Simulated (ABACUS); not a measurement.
## Energy of MgS along an even scaling of the cell

System: MgS (Fm-3m, 2 atoms in the cell).
Method: Kohn-Sham DFT of a periodic cell, PBE, PseudoDojo NC SR 0.4.1 PBE standard, no spin polarisation (ABACUS 3.10.1).

The 7 runs differ only in the geometry, by an even scaling of the cell at fixed fractional positions. The structure derives from an entry of the Crystallography Open Database.

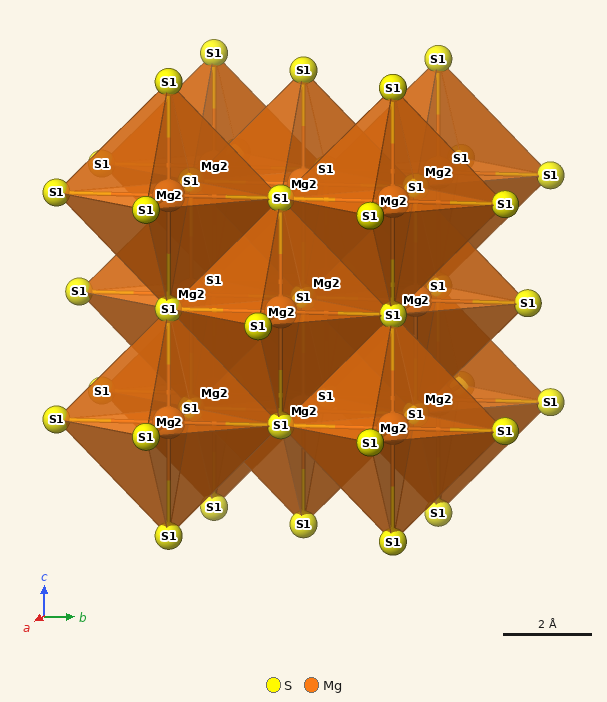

Figure 1. The structure of run 4 (polyhedral view of the cell 4 times as large as that of the calculation, set on its symmetry axes, seen slightly off an axis; polyhedra are completed across the faces of the cell; atoms are numbered from 1 in the order of the input).

**Input file of run 4**
```
INPUT_PARAMETERS
suffix              MgS
calculation         scf
basis_type          lcao
pseudo_dir          ./
orbital_dir         ./
symmetry            1
dft_functional      pbe
ecutwfc             100
pseudo_rcut         10
nspin               1
nbands              12
ks_solver           genelpa
smearing_method     fd
smearing_sigma      0.00367493
scf_thr             1e-07
scf_nmax            100
mixing_type         broyden
mixing_beta         0.7
cal_force           1
cal_stress          1
out_mul             1
out_chg             1
out_pot             2
out_elf             1
```

**File STRU of run 4**
```
ATOMIC_SPECIES
S 32.0600 S.upf
Mg 24.3050 Mg.upf

NUMERICAL_ORBITAL
S_confined-atom_7au_2s2p1d.orb
Mg_confined-atom_8au_3s2p1d.orb

LATTICE_CONSTANT
1.8897261246

LATTICE_VECTORS
0.0000000000 2.6016500000 2.6016500000
2.6016500000 0.0000000000 2.6016500000
2.6016500000 2.6016500000 0.0000000000

ATOMIC_POSITIONS
Direct

S
0.0
1
0.5000000000 0.5000000000 0.5000000000 1 1 1

Mg
0.0
1
0.0000000000 0.0000000000 0.0000000000 1 1 1
```

**File KPT of run 4**
```
K_POINTS
0
Gamma
9 9 9 0 0 0
```

Command:
```bash
OMP_NUM_THREADS=1 mpirun -np 4 abacus > log
```

Lattice vectors (Å) and fractional positions of run 4:
```
   0.000000    2.601650    2.601650
   2.601650    0.000000    2.601650
   2.601650    2.601650    0.000000
S   0.500000  0.500000  0.500000
Mg  0.000000  0.000000  0.000000
```

Run 6 differs from it as follows:
```diff
-out_chg             1
-out_pot             2
-out_elf             1
-0.0000000000 2.6016500000 2.6016500000
-2.6016500000 0.0000000000 2.6016500000
-2.6016500000 2.6016500000 0.0000000000
+0.0000000000 2.6358861629 2.6358861629
+2.6358861629 0.0000000000 2.6358861629
+2.6358861629 2.6358861629 0.0000000000
```

**Results, with one run withheld**

| run | volume per atom (Å³) | free energy per atom, from the lowest run given (meV) | pressure (GPa) | gap on the mesh (eV) |
| --- | --- | --- | --- | --- |
| 1 | 16.553 | 35.30 | 7.87 | 2.94 |
| 2 | 16.905 | 20.34 | 5.78 | 2.90 |
| 3 | 17.257 | 9.69 | 3.89 | 2.86 |
| 4 | 17.609 | 3.11 | 2.18 | 2.82 |
| 5 | 17.962 | 0.00 | 0.63 | 2.78 |
| 6 | 18.314 | ? | ? | ? |
| 7 | 18.666 | 3.41 | −2.05 | 2.70 |

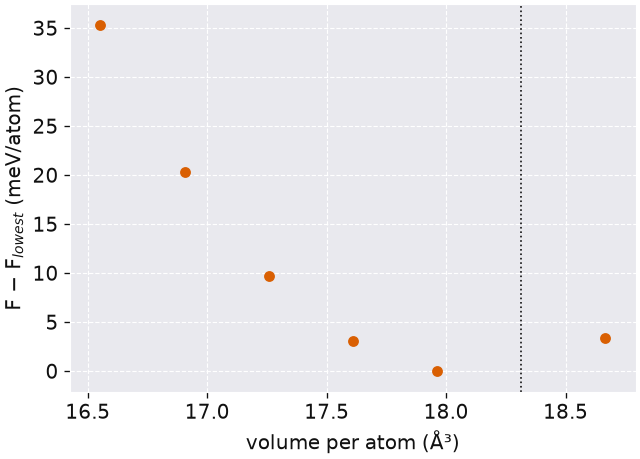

Figure 2. Free energy per atom of the runs given; the dotted line marks run 6.

What should run 6 give?

A cubic polynomial in V^(−2/3) (the Birch–Murnaghan form), fitted to the 6 runs given, misses them by at most 0.04 meV per atom. With x = V^(−2/3) − 0.14853 Å⁻², it reads F = 5.2605 + 3129.2 x + 4.4222e+05 x² − 64701 x³ (meV per atom). At run 6 it gives 0.23 meV per atom, and the run itself gives 0.17. The slope of the fit gives a pressure −dF/dV of −0.79 GPa there, and the run prints −0.78 GPa. The fit has its minimum at 18.112 Å³ per atom, where V d²F/dV² gives 73.2 GPa: the bulk modulus at this level, since symmetry fixes the shape and the positions. The gap on the mesh goes, without turning, from 2.94 eV in run 1 to 2.70 eV in run 7; run 6 has 2.74 eV. These are gaps of this functional on this mesh, which can miss the band edges; they aren't the measured gap.

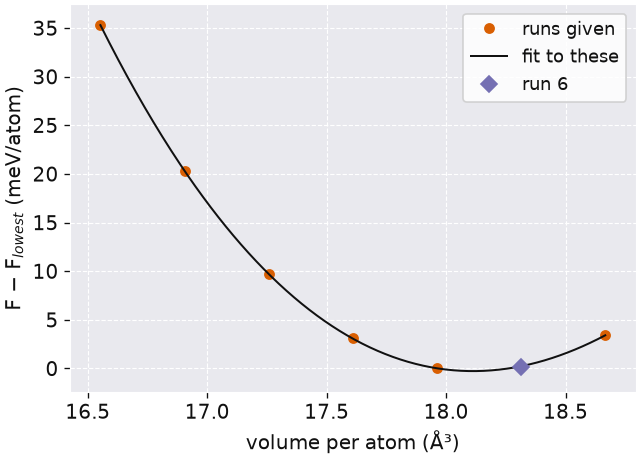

Figure 3. The fit and the withheld run.

**Some lines of the output (run 6)**
```
[...]
                             Volume (A^3) = 36.6277
 E_Fermi        0.5708850035         7.7672889497
 E_Fermi        0.5376986402         7.3157653131
 E_Fermi        0.5329930476         7.2517424416
 E_Fermi        0.5319114824         7.2370269919
 E_Fermi        0.5318961112         7.2368178561
 E_Fermi        0.5318618594         7.2363518362
 E_Fermi        0.5318633101         7.2363715743
 E_KS(sigma->0) -141.0617985926      -1919.2442309872
 E_Fermi        0.5318630154         7.2363675643
 final etot is -1919.244231 eV
 EFERMI = 7.2363675643 eV
 TOTAL-PRESSURE: -7.783321 KBAR
 !FINAL_ETOT_IS -1919.2442309871839825 eV
```

Notes: Points of doubt noted for this run: home made orbitals.
